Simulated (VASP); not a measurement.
## Run report: ZnSe, geometry relaxation (part 2 of 2)

Continued. System: ZnSe (F-43m, 2 atoms in the cell). Method: Kohn-Sham DFT of a periodic cell, LDA, VASP PAW LDA potentials, recommended, no spin polarisation (VASP 6.6.1); cutoff 350 eV, 6×6×6 k-mesh, Gaussian smearing of 0.02 eV. The structure derives from an entry of the Crystallography Open Database.

Geometry of the input (Å; fractional positions):
```
0.0000  2.8338  2.8338
2.8338  0.0000  2.8338
2.8338  2.8338  0.0000
Zn 0.0000  0.0000  0.0000
Se 0.2500  0.2500  0.2500
```

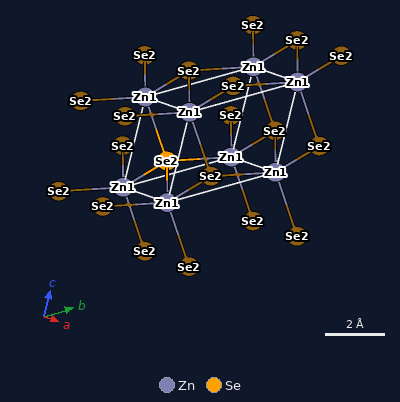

*The geometry at step 1 of the log (ball-and-stick view of the cell of the calculation, seen slightly off an axis; neighbours outside the cell are drawn fainter; atoms are numbered from 1 in the order of the input).*

Parts of OUTCAR, continued
```
  FORCE on cell =-STRESS in cart. coord.  units (eV):
  Direction    XX          YY          ZZ          XY          YZ          ZX
  --------------------------------------------------------------------------------------
  -------------------------------------------------------------------------------------
  Total       -0.9354436     -0.9354436     -0.9354436      0.0000000      0.0000000      0.0000000
  in kB      -32.9299145    -32.9299145    -32.9299145      0.0000000      0.0000000      0.0000000
  external PRESSURE =     -32.9299145 kB  Pullay stress =       0.0000000 kB

 VOLUME and BASIS-vectors are now :
 -----------------------------------------------------------------------------
  energy-cutoff  :      350.00
  volume of cell :       45.51
      direct lattice vectors                 reciprocal lattice vectors
     0.000000000  2.833800000  2.833800000    -0.176441527  0.176441527  0.176441527
     2.833800000  0.000000000  2.833800000     0.176441527 -0.176441527  0.176441527
     2.833800000  2.833800000  0.000000000     0.176441527  0.176441527 -0.176441527

 POSITION                                       TOTAL-FORCE (eV/Angst)
 -----------------------------------------------------------------------------------
      0.00000      0.00000      0.00000        -0.000000     -0.000000     -0.000000
      1.41690      1.41690      1.41690         0.000000      0.000000      0.000000
 -----------------------------------------------------------------------------------
    total drift:                               -0.000003     -0.000003     -0.000002

  FREE ENERGIE OF THE ION-ELECTRON SYSTEM (eV)
  ---------------------------------------------------
  free  energy   TOTEN  =        -7.3430914503 eV

  energy  without entropy=       -7.3430914503  energy(sigma->0) =       -7.34309145

--------------------------------------- Ionic step        2  -------------------------------------------

 number of electron      18.0000045 magnetization

 E-fermi :   2.2619     XC(G=0): -10.0053     alpha+bet : -7.8656

 val. band max:        2.1397385703   @ k =   0.0000   0.0000   0.0000
 cond. band min:       3.4885124161   @ k =   0.0000   0.0000   0.0000
 fundamental gap:      1.3487738458
 Fermi energy:         2.2619149206

 k-point     1 :       0.0000    0.0000    0.0000
  band No.  band energies     occupation
      1     -11.6150      2.00000
      2      -4.8042      2.00000
      3      -4.8042      2.00000
      4      -4.8042      2.00000
      5      -4.3806      2.00000
      6      -4.3806      2.00000
      7       2.1397      2.00000
      8       2.1397      2.00000
      9       2.1397      2.00000
     10       3.4885      0.00000
     11       7.8097      0.00000
     12       7.8097      0.00000
     13       7.8097      0.00000

 k-point     2 :       0.1667    0.0000    0.0000
  band No.  band energies     occupation
      1     -11.4151      2.00000
      2      -4.7952      2.00000
      3      -4.7740      2.00000
      4      -4.7740      2.00000
      5      -4.3830      2.00000
      6      -4.3830      2.00000
      7       0.0829      2.00000
      8       1.8497      2.00000
      9       1.8497      2.00000
     10       4.7556      0.00000
     11       7.9578      0.00000
     12       8.2510      0.00000
     13       8.2510      0.00000

 k-point     3 :       0.3333    0.0000    0.0000
  band No.  band energies     occupation
      1     -10.9605      2.00000
      2      -4.7234      2.00000
      3      -4.7234      2.00000
      4      -4.6433      2.00000
      5      -4.3734      2.00000
      6      -4.3734      2.00000
      7      -2.2619      2.00000
      8       1.3679      2.00000
      9       1.3679      2.00000
     10       4.7832      0.00000
     11       8.5207      0.00000
     12       8.5207      0.00000
     13       9.8001      0.00000

 k-point     4 :       0.5000    0.0000    0.0000
  band No.  band energies     occupation
      1     -10.6963      2.00000
      2      -4.7051      2.00000
      3      -4.7051      2.00000
      4      -4.3589      2.00000
      5      -4.3589      2.00000
      6      -4.1957      2.00000
      7      -3.6121      2.00000
      8       1.1587      2.00000
      9       1.1587      2.00000
     10       4.6264      0.00000
     11       8.4034      0.00000
     12       8.4034      0.00000
     13      10.6571      0.00000

 k-point     5 :       0.1667    0.1667    0.0000
  band No.  band energies     occupation
      1     -11.3482      2.00000
      2      -4.8287      2.00000
      3      -4.7452      2.00000
      4      -4.7452      2.00000
      5      -4.4032      2.00000
      6      -4.3666      2.00000
      7       0.1694      2.00000
      8       1.3478      2.00000
      9       1.3478      2.00000
     10       5.5737      0.00000
     11       6.6018      0.00000
     12       9.0455      0.00000
     13       9.0455      0.00000

 [... the levels of 10 k-points are left out ...]

 k-point    16 :      -0.3333    0.5000    0.1667
  band No.  band energies     occupation
      1     -10.3781      2.00000
      2      -4.7177      2.00000
      3      -4.5560      2.00000
      4      -4.4773      2.00000
      5      -4.3656      2.00000
      6      -4.0565      2.00000
      7      -2.9667      2.00000
      8      -0.8112      2.00000
      9      -0.7700      2.00000
     10       6.4012      0.00000
     11       6.9743      0.00000
     12      10.4810      0.00000
     13      10.7833      0.00000

------------------------ aborting loop because EDIFF is reached ----------------------------------------

  FORCE on cell =-STRESS in cart. coord.  units (eV):
  Direction    XX          YY          ZZ          XY          YZ          ZX
  --------------------------------------------------------------------------------------
  -------------------------------------------------------------------------------------
  Total        0.3222411      0.3222411      0.3222411      0.0000000     -0.0000000     -0.0000000
  in kB       12.1475626     12.1475626     12.1475626      0.0000000     -0.0000000     -0.0000000
  external PRESSURE =      12.1475626 kB  Pullay stress =       0.0000000 kB

 VOLUME and BASIS-vectors are now :
 -----------------------------------------------------------------------------
  energy-cutoff  :      350.00
  volume of cell :       42.50
      direct lattice vectors                 reciprocal lattice vectors
    -0.000000000  2.769857738  2.769857738    -0.180514686  0.180514686  0.180514686
     2.769857738  0.000000000  2.769857738     0.180514686 -0.180514686  0.180514686
     2.769857738  2.769857738 -0.000000000     0.180514686  0.180514686 -0.180514686

 POSITION                                       TOTAL-FORCE (eV/Angst)
 -----------------------------------------------------------------------------------
      5.53972      2.76986      2.76986         0.000000      0.000000     -0.000000
      1.38493      1.38493      1.38493        -0.000000     -0.000000      0.000000
 -----------------------------------------------------------------------------------
    total drift:                               -0.000003     -0.000003     -0.000003

  FREE ENERGIE OF THE ION-ELECTRON SYSTEM (eV)
  ---------------------------------------------------
  free  energy   TOTEN  =        -7.3651192917 eV

  energy  without entropy=       -7.3651192917  energy(sigma->0) =       -7.36511929

--------------------------------------- Ionic step        3  -------------------------------------------

 number of electron      18.0000057 magnetization

 Free energy of the ion-electron system (eV)
  ---------------------------------------------------
  ext. energy  EPLUGINS =         0.00000000
  ---------------------------------------------------
  free energy    TOTEN  =        -7.36791639 eV

  energy without entropy =       -7.36791639  energy(sigma->0) =       -7.36791639

 E-fermi :   2.0936     XC(G=0):  -9.9304     alpha+bet : -7.7364

 val. band max:        1.9834122233   @ k =   0.0000   0.0000   0.0000
 cond. band min:       3.2614620020   @ k =   0.0000   0.0000   0.0000
 fundamental gap:      1.2780497786
 Fermi energy:         2.0935936381

 k-point     1 :       0.0000    0.0000    0.0000
  band No.  band energies     occupation
      1     -11.6545      2.00000
      2      -4.8890      2.00000
      3      -4.8890      2.00000
      4      -4.8890      2.00000
      5      -4.4814      2.00000
      6      -4.4814      2.00000
      7       1.9834      2.00000
      8       1.9834      2.00000
      9       1.9834      2.00000
     10       3.2615      0.00000
     11       7.6610      0.00000
     12       7.6610      0.00000
     13       7.6610      0.00000

 k-point     2 :       0.1667    0.0000    0.0000
  band No.  band energies     occupation
      1     -11.4607      2.00000
      2      -4.8781      2.00000
      3      -4.8599      2.00000
      4      -4.8599      2.00000
      5      -4.4836      2.00000
      6      -4.4836      2.00000
      7      -0.0520      2.00000
      8       1.7020      2.00000
      9       1.7020      2.00000
     10       4.5417      0.00000
     11       7.7801      0.00000
     12       8.0930      0.00000
     13       8.0930      0.00000

 k-point     3 :       0.3333    0.0000    0.0000
  band No.  band energies     occupation
      1     -11.0211      2.00000
      2      -4.8110      2.00000
      3      -4.8110      2.00000
      4      -4.7249      2.00000
      5      -4.4744      2.00000
      6      -4.4744      2.00000
      7      -2.3516      2.00000
      8       1.2328      2.00000
      9       1.2328      2.00000
     10       4.5934      0.00000
     11       8.3639      0.00000
     12       8.3639      0.00000
     13       9.5786      0.00000

 k-point     4 :       0.5000    0.0000    0.0000
  band No.  band energies     occupation
      1     -10.7668      2.00000
      2      -4.7933      2.00000
      3      -4.7933      2.00000
      4      -4.4607      2.00000
      5      -4.4607      2.00000
      6      -4.3027      2.00000
      7      -3.6546      2.00000
      8       1.0288      2.00000
      9       1.0288      2.00000
     10       4.4407      0.00000
     11       8.2525      0.00000
     12       8.2525      0.00000
     13      10.4642      0.00000

 k-point     5 :       0.1667    0.1667    0.0000
  band No.  band energies     occupation
      1     -11.3958      2.00000
      2      -4.9101      2.00000
      3      -4.8320      2.00000
      4      -4.8320      2.00000
      5      -4.5029      2.00000
      6      -4.4680      2.00000
      7       0.0218      2.00000
      8       1.2148      2.00000
      9       1.2148      2.00000
     10       5.3435      0.00000
     11       6.4624      0.00000
     12       8.8684      0.00000
     13       8.8684      0.00000

 [... the levels of 10 k-points are left out ...]

 k-point    16 :      -0.3333    0.5000    0.1667
  band No.  band energies     occupation
      1     -10.4599      2.00000
      2      -4.7992      2.00000
      3      -4.6505      2.00000
      4      -4.5732      2.00000
      5      -4.4666      2.00000
      6      -4.1701      2.00000
      7      -3.0407      2.00000
      8      -0.8963      2.00000
      9      -0.8462      2.00000
     10       6.2578      0.00000
     11       6.7862      0.00000
     12      10.2709      0.00000
     13      10.5780      0.00000

------------------------ aborting loop because EDIFF is reached ----------------------------------------

  FORCE on cell =-STRESS in cart. coord.  units (eV):
  Direction    XX          YY          ZZ          XY          YZ          ZX
  --------------------------------------------------------------------------------------
  -------------------------------------------------------------------------------------
  Total       -0.0017617     -0.0017617     -0.0017617     -0.0000000     -0.0000000      0.0000000
  in kB       -0.0653193     -0.0653193     -0.0653193     -0.0000000     -0.0000000      0.0000000
  external PRESSURE =      -0.0653193 kB  Pullay stress =       0.0000000 kB

 VOLUME and BASIS-vectors are now :
 -----------------------------------------------------------------------------
  energy-cutoff  :      350.00
  volume of cell :       43.21
      direct lattice vectors                 reciprocal lattice vectors
    -0.000000000  2.785194732  2.785194732    -0.179520661  0.179520661  0.179520661
     2.785194732  0.000000000  2.785194732     0.179520661 -0.179520661  0.179520661
     2.785194732  2.785194732 -0.000000000     0.179520661  0.179520661 -0.179520661

 POSITION                                       TOTAL-FORCE (eV/Angst)
 -----------------------------------------------------------------------------------
     -0.00000      0.00000      0.00000         0.000000      0.000000      0.000000
      1.39260      1.39260      1.39260        -0.000000     -0.000000     -0.000000
 -----------------------------------------------------------------------------------
    total drift:                               -0.000003     -0.000003     -0.000004

  FREE ENERGIE OF THE ION-ELECTRON SYSTEM (eV)
  ---------------------------------------------------
  free  energy   TOTEN  =        -7.3679163900 eV

  energy  without entropy=       -7.3679163900  energy(sigma->0) =       -7.36791639

 reached required accuracy - stopping structural energy minimisation
```

CONTCAR
```
ZnSe
   1.00000000000000
    -0.0000000000000000    2.7851947324809401    2.7851947324809401
     2.7851947324809401    0.0000000000000000    2.7851947324809401
     2.7851947324809401    2.7851947324809401   -0.0000000000000000
  Zn              Se
     1     1
Direct
     0.0000000000000000    0.0000000000000000    0.0000000000000000
     0.2500000000000000    0.2500000000000000    0.2500000000000000

  0.00000000E+00  0.00000000E+00  0.00000000E+00
  0.00000000E+00  0.00000000E+00  0.00000000E+00
```

Trajectory as extended XYZ (Å, eV, eV/Å), 3 frames, from step=0 to step=2
```
2
Lattice="0.0000 2.8338 2.8338 2.8338 0.0000 2.8338 2.8338 2.8338 0.0000" Properties=species:S:1:pos:R:3:forces:R:3 step=0 energy=-7.34309
Zn    0.0000    0.0000    0.0000    0.0000   0.0000   0.0000
Se    1.4169    1.4169    1.4169    0.0000   0.0000   0.0000
2
Lattice="-0.0000 2.7699 2.7699 2.7699 0.0000 2.7699 2.7699 2.7699 -0.0000" Properties=species:S:1:pos:R:3:forces:R:3 step=1 energy=-7.36512
Zn    5.5397    2.7699    2.7699    0.0000   0.0000   0.0000
Se    1.3849    1.3849    1.3849    0.0000   0.0000   0.0000
2
Lattice="-0.0000 2.7852 2.7852 2.7852 0.0000 2.7852 2.7852 2.7852 -0.0000" Properties=species:S:1:pos:R:3:forces:R:3 step=2 energy=-7.36792
Zn    0.0000    0.0000    0.0000    0.0000   0.0000   0.0000
Se    1.3926    1.3926    1.3926    0.0000   0.0000   0.0000
```

Key numbers

| quantity | value |
| --- | --- |
| outcome | converged |
| space group (tolerance 0.01 Å) | F-43m (216) |
| electrons treated | 18 |
| free energy | −7.3679 eV |
| gap on the k-point mesh | 1.28 eV |
| pressure | −0.01 GPa |
| final volume | 43.21 Å³ |
| largest force (length of the vector) at the end | under 0.001 eV/Å |
| final cell | a = 3.939 Å, b = 3.939 Å, c = 3.939 Å, α = 60.00°, β = 60.00°, γ = 60.00° |
| hardware | 1 thread of Intel Xeon @ 2.50GHz (Skylake/Cascade Lake), 64 GiB of memory available, shared host |
| wall time | 11 s |
| peak memory | 0.13 GiB |

Remarks

The volume changed by more than 5 % on the plane waves of the start, so the result carries a basis error; a second relaxation from the end is advised.
